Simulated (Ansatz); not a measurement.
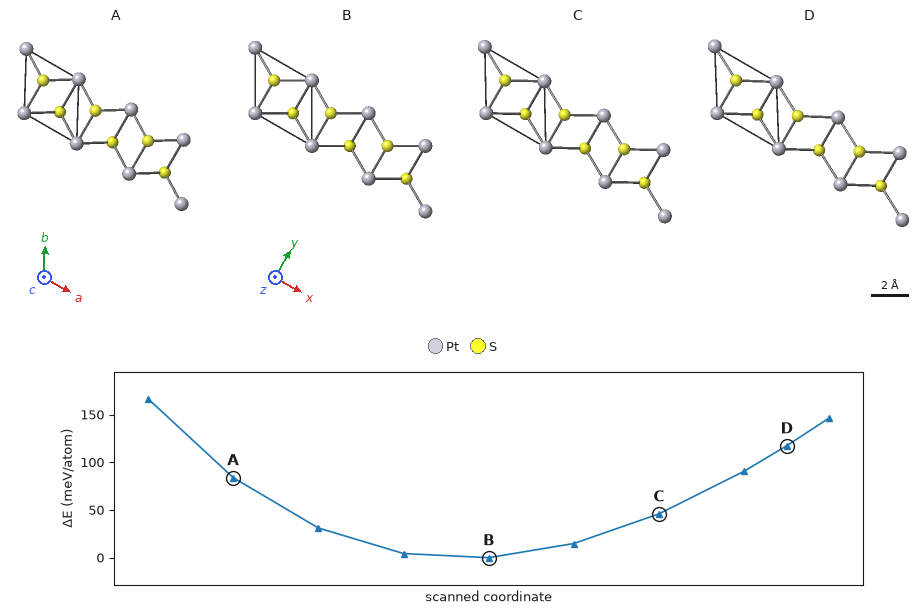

Frames of a one-coordinate scan of a crystal of PtS₂ (P-3m1). x, y and z are the Cartesian axes of the input. A ball-and-stick model of the cell of the calculation, repeated 3 × 1 × 2 with one cell outlined, seen along the c axis.

The calculation used DFT PBEsol, scalar-relativistic, plane waves, PAW (Ansatz 0.2.0). Settings: plane-wave cutoff 420 eV; k-point mesh 12 × 12 × 8; occupations gaussian; smearing width 0.05 eV; no spin polarisation. Energies (free energies at the smearing named) are counted from the cell as listed in its source, which wasn't relaxed.

**Which coordinate changes from frame to frame?**

The cell is strained along x alone, with the atoms kept at their fractional coordinates. In the frames the strain is −0.075 (A), 0.00 (B), 0.05 (C), 0.0875 (D). Of the computed points the lowest is at the strain 0.00, 0.0 meV/atom. The unrelaxed reference is under a pressure of −2.8 GPa, which tilts the curve. The distortion takes the space group from P-3m1 to C2/m. At the strain −0.10 the cell of the drawing goes a 3.543 → 3.189 Å, b 3.543 → 3.458 Å, γ 120.0° → 117.5°. The band gap on the mesh, 0.48 eV in the reference, closes at 0.10.

Limits of the set-up: layers or molecules are held without a dispersion correction, so their spacing is unreliable.
